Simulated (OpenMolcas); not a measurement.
# Run report: C$_{3}$H$_{8}$S, single-point calculation (part 2 of 2)

Continued. System: C$_{3}$H$_{8}$S, SMILES CCCS. Method: CASSCF/6-31G* (OpenMolcas 26.06). The geometry comes from this level: PBE0-D4/def2-TZVP.

Geometry of the input (Å):
```
C  -1.2833  -0.3792  -0.2728
C  0.0452  -0.7248  0.3736
C  1.1806  0.2066  -0.0157
S  1.0107  1.9185  0.5599
H  -1.1996  -0.3598  -1.3637
H  -1.6407  0.5993  0.0563
H  -2.0495  -1.1120  -0.0121
H  0.3376  -1.7420  0.0867
H  -0.0589  -0.7233  1.4628
H  2.1176  -0.1292  0.4346
H  1.3324  0.2128  -1.0978
H  0.0256  2.2879  -0.2725
```

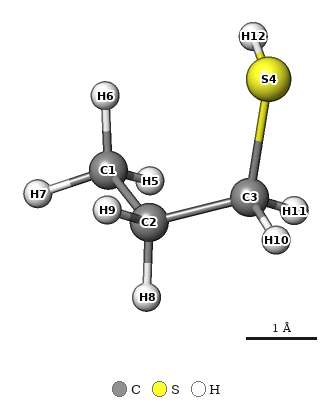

**Figure 1.** The structure as given in the input (ball-and-stick view, seen at a tilt; atoms are numbered from 1 in the order of the input).

## Log, continued
```
      Cartesian coordinates in angstrom:
      -----------------------------------------------------
      No.  Label        X            Y            Z
      -----------------------------------------------------
       1   C1        -1.28330000  -0.37920000  -0.27280000
       2   C2         0.04520000  -0.72480000   0.37360000
       3   C3         1.18060000   0.20660000  -0.01570000
       4   S4         1.01070000   1.91850000   0.55990000
       5   H5        -1.19960000  -0.35980000  -1.36370000
       6   H6        -1.64070000   0.59930000   0.05630000
       7   H7        -2.04950000  -1.11200000  -0.01210000
       8   H8         0.33760000  -1.74200000   0.08670000
       9   H9        -0.05890000  -0.72330000   1.46280000
      10   H10        2.11760000  -0.12920000   0.43460000
      11   H11        1.33240000   0.21280000  -1.09780000
      12   H12        0.02560000   2.28790000  -0.27250000
      -----------------------------------------------------
      Nuclear repulsion energy =  167.16650772

++    Wave function specifications:
      -----------------------------

      Number of closed shell electrons          38
      Number of electrons in active shells       4
      Max number of holes in RAS1 space          0
      Max nr of electrons in RAS3 space          0
      Number of inactive orbitals               19
      Number of active orbitals                  4
      Number of secondary orbitals              57
      Spin quantum number                      0.0
      State symmetry                             1
--

++    Orbital specifications:
      -----------------------

      Symmetry species                           1
                                                 a
      Frozen orbitals                            0
      Inactive orbitals                         19
      Active orbitals                            4
      RAS1 orbitals                              0
      RAS2 orbitals                              4
      RAS3 orbitals                              0
      Secondary orbitals                        57
      Deleted orbitals                           0
      Number of basis functions                 80
--

++    CI expansion specifications:
      ----------------------------

      Number of CSFs                            20
      Number of spin combinations               21
      Number of determinants                    36
      Number of root(s) required                 1
      Root chosen for geometry opt.              1
      CI root used                               1

      highest root included in the CI            1
      max. size of the explicit Hamiltonian     20
--

++    Optimization specifications:
      ----------------------------

      RASSCF algorithm: LK RI/DF
      Maximum number of macro iterations       200
      Maximum number of SX iterations          100
      Threshold for RASSCF energy            1.000E-08
      Threshold for max MO rotation          1.000E-01
      Threshold for max BLB element          1.000E-04
      Level shift parameter                  5.000E-01
      Make Quasi-Newton update
--

      The MO-coefficients are taken from the file:
      step1.ScfOrb
      Title: SCF orbitals

      Total molecular charge    0.00

      ************************************************************************************************************************
      *                                            Wave function control section                                             *
      ************************************************************************************************************************

                                         RASSCF iterations: Energy and convergence statistics
                                         ----------------------------------------------------

          iter iter root      energy       change     param      element    value   shift minimum  type update hh:mm:ss
 Nr of preliminary CI iterations:   1
        1   1   10    1  -515.77091150    0.00E+00   2.30E-01*  20  55 1  1.82E-03*  0.00   0.00    SX    NO    0:00:00
        2   1   11    1  -515.78358468   -1.27E-02*  8.98E-02   10  22 1 -7.00E-03*  0.00   0.00    SX    NO    0:00:00
        3   1   10    1  -515.78749181   -3.91E-03*  6.84E-02   10  22 1 -4.21E-03*  0.00   0.00    SX    NO    0:00:00
        4   1   10    1  -515.78927584   -1.78E-03* -4.99E-02   10  22 1 -1.97E-03*  0.00   0.00    SX    NO    0:00:00
        5   1   10    1  -515.79047600   -1.20E-03* -1.01E-01*  16  20 1  1.11E-03*  0.00   2.50    QN   YES    0:00:00
        6   1   10    1  -515.79238048   -1.90E-03* -5.07E-02   10  22 1  1.76E-03*  0.00   1.34    QN   YES    0:00:00
        7   1   11    1  -515.79282201   -4.42E-04* -3.93E-02   10  22 1  2.28E-03*  0.00   1.60    QN   YES    0:00:00
        8   1   11    1  -515.79309669   -2.75E-04* -3.50E-02   10  22 1  1.47E-03*  0.00   2.12    LS   YES    0:00:00
        9   1   11    1  -515.79319902   -1.02E-04*  2.41E-02   20  33 1  9.54E-04*  0.00   1.27    QN   YES    0:00:00
       10   1   10    1  -515.79330876   -1.10E-04*  2.63E-02   20  33 1  5.80E-04*  0.00   2.23    LS   YES    0:00:00
       11   1   10    1  -515.79335666   -4.79E-05*  8.15E-03   10  22 1 -1.28E-03*  0.00   1.13    QN   YES    0:00:00
       12   1   10    1  -515.79338850   -3.18E-05*  8.31E-03   10  22 1 -7.15E-04*  0.00   2.08    LS   YES    0:00:00
       13   1   10    1  -515.79340025   -1.18E-05* -5.91E-03   20  33 1 -3.83E-04*  0.00   1.06    QN   YES    0:00:00
       14   1    9    1  -515.79340919   -8.94E-06* -6.74E-03   20  33 1 -2.30E-04*  0.00   2.19    LS   YES    0:00:00
       15   1   10    1  -515.79341296   -3.77E-06* -4.05E-03   10  22 1  3.72E-04*  0.00   1.05    QN   YES    0:00:00
       16   1    9    1  -515.79341612   -3.16E-06* -5.73E-03   10  22 1  1.56E-04*  0.00   2.46    LS   YES    0:00:00
       17   1    9    1  -515.79341799   -1.87E-06*  4.25E-03   21  36 1 -1.92E-04*  0.00   1.11    QN   YES    0:00:00
       18   1    9    1  -515.79341992   -1.93E-06*  1.15E-02   10  22 1 -1.52E-04*  0.00   2.50    QN   YES    0:00:00
       19   1    9    1  -515.79342337   -3.45E-06*  8.79E-03   21  47 1  1.44E-04*  0.00   1.50    QN   YES    0:00:00
       20   1    9    1  -515.79342578   -2.41E-06*  1.54E-02   16  34 1  1.48E-04*  0.00   2.25    QN   YES    0:00:00
       21   1    9    1  -515.79343037   -4.59E-06*  2.00E-02   21  32 1 -1.68E-04*  0.00   1.80    QN   YES    0:00:00
       22   1   10    1  -515.79343732   -6.95E-06* -2.76E-02   21  32 1 -2.38E-04*  0.00   1.56    QN   YES    0:00:00
       23   1   10    1  -515.79344813   -1.08E-05*  2.80E-02   21  35 1 -3.50E-04*  0.00   1.34    QN   YES    0:00:00
       24   1   10    1  -515.79346722   -1.91E-05* -2.83E-02   20  35 1  4.79E-04*  0.00   1.57    QN   YES    0:00:00
       25   1   10    1  -515.79350550   -3.83E-05*  2.14E-02   20  35 1  7.97E-04*  0.00   1.50    QN   YES    0:00:00
       26   1   10    1  -515.79355001   -4.45E-05* -2.76E-02   20  35 1  8.46E-04*  0.00   1.75    QN   YES    0:00:00
       27   1   10    1  -515.79358696   -3.69E-05* -3.26E-02   20  35 1  7.15E-04*  0.00   1.25    QN   YES    0:00:00
       28   1   10    1  -515.79358873   -1.77E-06* -1.46E-02   20  36 1 -5.64E-04*  0.00   0.51    LS   YES    0:00:00
       29   1   10    1  -515.79360158   -1.29E-05*  8.64E-03   21  35 1  3.81E-04*  0.00   1.09    QN   YES    0:00:00
       30   1    9    1  -515.79361059   -9.00E-06*  3.04E-03   21  35 1  2.39E-04*  0.00   1.25    QN   YES    0:00:00
       31   1    9    1  -515.79361258   -2.00E-06* -2.12E-03   20  35 1 -1.05E-04*  0.00   1.38    QN   YES    0:00:00
       32   1    8    1  -515.79361314   -5.51E-07*  1.17E-03   10  22 1  4.47E-05   0.00   1.24    QN   YES    0:00:00
       33   1    7    1  -515.79361328   -1.40E-07*  5.33E-04   20  34 1 -2.87E-05   0.00   1.35    QN   YES    0:00:00
       34   1    7    1  -515.79361332   -4.04E-08*  2.11E-04   20  35 1  1.15E-05   0.00   1.38    QN   YES    0:00:00
       35   1    7    1  -515.79361333   -1.08E-08*  9.28E-05   10  22 1 -7.41E-06   0.00   1.36    QN   YES    0:00:00
       36   1    6    1  -515.79361333   -2.92E-09   6.95E-05   20  36 1 -4.41E-06   0.00   1.35    QN   YES    0:00:00
      Convergence after 36 iterations
       37   1    6    1  -515.79361333   -8.30E-10   6.95E-05   21  36 1  2.13E-06   0.00   1.35    QN   YES    0:00:00

      ************************************************************************************************************************
                                                      Wave function printout:
                       occupation of active orbitals, and spin coupling of open shells (u,d: Spin up or down)
      ************************************************************************************************************************

      Note: transformation to natural orbitals
      has been made, which may change the order of the CSFs.

      printout of CI-coefficients larger than  0.05 for root  1
      energy=    -515.793613
      conf/sym  1111     Coeff  Weight
             1  2200  -0.99080 0.98168
             6  2020   0.05629 0.00317
            14  0202   0.10407 0.01083

      Natural orbitals and occupation numbers for root  1
      sym 1:   1.974622   1.988597   0.010770   0.026010

      ************************************************************************************************************************
      *                                                    Final results                                                     *
      ************************************************************************************************************************

++    Final optimization conditions:
      ------------------------------

      Average CI energy                            -515.79361333
      RASSCF energy for state  1                   -515.79361333
      Super-CI energy                                -0.00000000
      RASSCF energy change                           -0.00000000
      Max change in MO coefficients               1.628E-04
      Max non-diagonal density matrix element     6.955E-05
      Maximum BLB matrix element                  2.128E-06
      (orbital pair  21,  36 in symmetry   1)
      Norm of electronic gradient            9.028E-06
--

      Final state energy(ies):
      ------------------------

::    RASSCF root number  1 Total energy:   -515.79361333
      Von Neumann Entropy (Root   1) =  0.14845

      Mulliken population analysis for root number:  1
      -----------------------------------------------

++    Molecular charges:
      ------------------

      Mulliken charges per centre
      ---------------------------

                C1      C2      C3      S4      H5      H6      H7      H8      H9      H10     H11     H12
      Total    6.4885  6.2958  6.4557 16.0657  0.8450  0.8335  0.8302  0.8376  0.8248  0.8015  0.8095  0.9123

      N-E     -0.4885 -0.2958 -0.4557 -0.0657  0.1550  0.1665  0.1698  0.1624  0.1752  0.1985  0.1905  0.0877

      Total electronic charge=   42.000000

      Total            charge=   -0.000000
--

      Expectation values of various properties for root number:  1
      -----------------------------------------------------------

++    Molecular properties:
      ---------------------

      Charge (e):
                      =   -0.0000
      Dipole Moment (debye):
      Origin of the operator (angstrom)=    0.4009    0.6523    0.2395
                   X= -6.3679E-01               Y= -1.3819E+00               Z= -9.7924E-01           Total=  1.8094E+00
      Quadrupole Moment (debye*angstrom):
      Origin of the operator (angstrom)=    0.4009    0.6523    0.2395
                  XX= -3.5063E+01              XY= -2.6743E+00              XZ=  3.8485E-01              YY= -3.5151E+01
                  YZ= -1.2835E+00              ZZ= -3.5141E+01
      In traceless form (debye*angstrom)
                  XX=  8.3463E-02              XY= -4.0115E+00              XZ=  5.7728E-01              YY= -4.9555E-02
                  YZ= -1.9253E+00              ZZ= -3.3908E-02
--

      Average orbitals are written to the RASORB file
      Natural orbitals for root   1 are written to the RASORB.1 file
      Spin density orbitals for root   1 are written to the SPDORB.1 file

--- Stop Module: rasscf /rc=_RC_ALL_IS_WELL_ ---
--- Module rasscf spent 8 seconds ---

.##################.
.# Happy landing! #.
.##################.

    Timing: Wall=10.73 User=9.92 System=0.75
```

## Results in brief

```tsv
quantity	value
outcome	converged
total energy	−515.793613 hartree
CASSCF energy	−515.793613 hartree
basis functions	80
wall time	11 s
peak memory	0.084 GiB
```

The record of the run, not the program, notes: an active orbital turned away from the chosen space.
